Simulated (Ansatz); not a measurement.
# Si$_{32}$C (cell with a defect): what the fields show

```xyz
33
Lattice="0.0000 -6.6706 6.3650 0.0000 6.6706 6.3650 -7.7026 0.0000 -6.3650" Properties=species:S:1:pos:R:3 pbc="T T T"
Si   -5.7604   -1.0834    0.3851
Si   -1.9412   -1.0846    6.7471
Si   -3.8658    2.2620    0.3492
Si   -3.8391    2.2624    6.7134
Si   -5.7208   -1.0666    6.6271
Si   -0.0012   -4.5374    6.8528
Si   -0.0017    2.2681    6.7094
Si   -1.9849   -1.0661    0.2600
Si   -3.6076   -2.1263    3.4992
Si   -0.0035   -2.1557    9.9165
Si   -1.9987    1.2820    3.5569
Si   -1.9795    1.0869    9.9107
Si   -4.1030    4.5431    3.4972
Si   -5.7073    1.2837   -2.8071
Si   -5.7293    1.0860    3.5455
Si   -7.6991   -2.6642   -2.4775
Si   -5.6742   -1.1188    2.7631
Si   -2.0348   -1.1179    9.1256
Si   -3.9235    2.3409    2.7217
Si   -3.7837   -4.3279    2.7211
Si   -5.9599   -0.8263   -3.7725
Si   -0.0022    2.2818    2.8359
Si   -0.0028    2.0114    9.0698
Si   -1.7525   -0.8289    2.5894
Si   -3.8085   -2.2025    5.8636
Si   -0.0015    4.5119    5.9366
Si   -1.9229    1.1376    5.9211
Si   -1.9416    1.1572   -0.4520
Si   -3.8965   -2.2024   -0.5038
Si   -5.7823    1.1381   -0.4435
Si   -5.7638    1.1568    5.9139
Si   -7.7003   -2.3167   -0.1963
C    -0.0049   -1.1855    2.9545
```

Method: DFT PBE, scalar-relativistic, plane waves, PAW in Ansatz.

The density is the valence pseudo-density of a PAW calculation; it isn't the true density close to the nuclei.

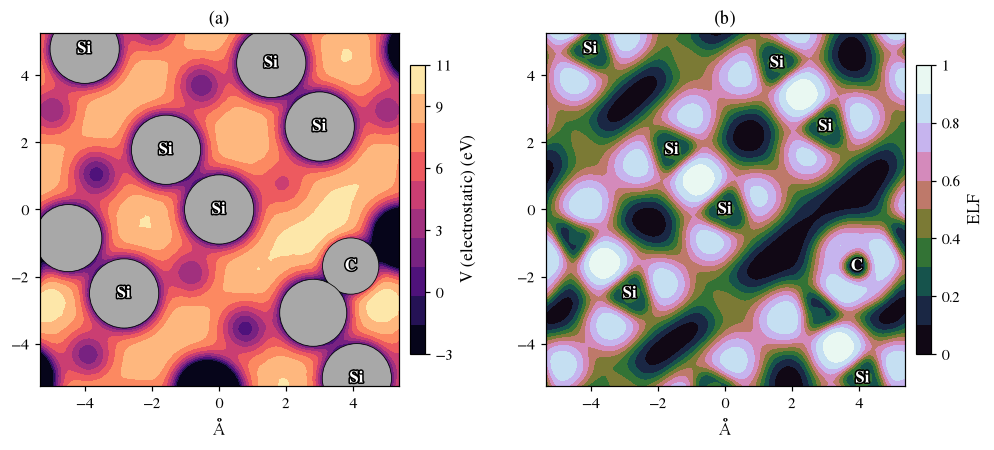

Figure 1. (a) electrostatic potential energy of an electron; (b) electron localisation function on the (11̄0) plane of the calculation cell. Grey discs cover the atomic cores in the potential map.

Question: What do the fields say about this system?

Answer: The plane passes through Si and C nuclei. Atoms just off the plane (Si, 0.3 Å away) can leave unmarked features too. Outside the cores the potential energy rises away from the atoms and is highest about 1.5 Å from the nearest atoms; its zero is arbitrary.

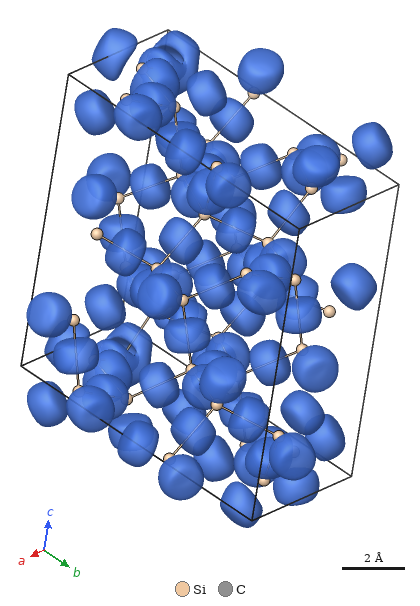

Figure 2. Isosurface of the ELF at 0.75 (blue), seen slightly off an axis. Only the valence region is drawn (cores and ρ < 0.01 e/Å³ removed). Sticks mark near contacts.

Question: Identify the bonds, lone pairs and shells in this picture.

Answer: The ELF exceeds this value in 62 regions between bonded Si–Si atoms (shared pairs) and one region on C in which the atom's valence shell and bonds are merged, counted in one cell of 33 atoms. Any copies at cell faces, edges or corners count once.


Si–C (1.75 Å): the ELF peaks at about 0.90 between the atoms, as expected for a covalent bond. Si–Si (2.31 Å): the ELF peaks at about 0.95 between the atoms, as expected for localised, covalent bonding.
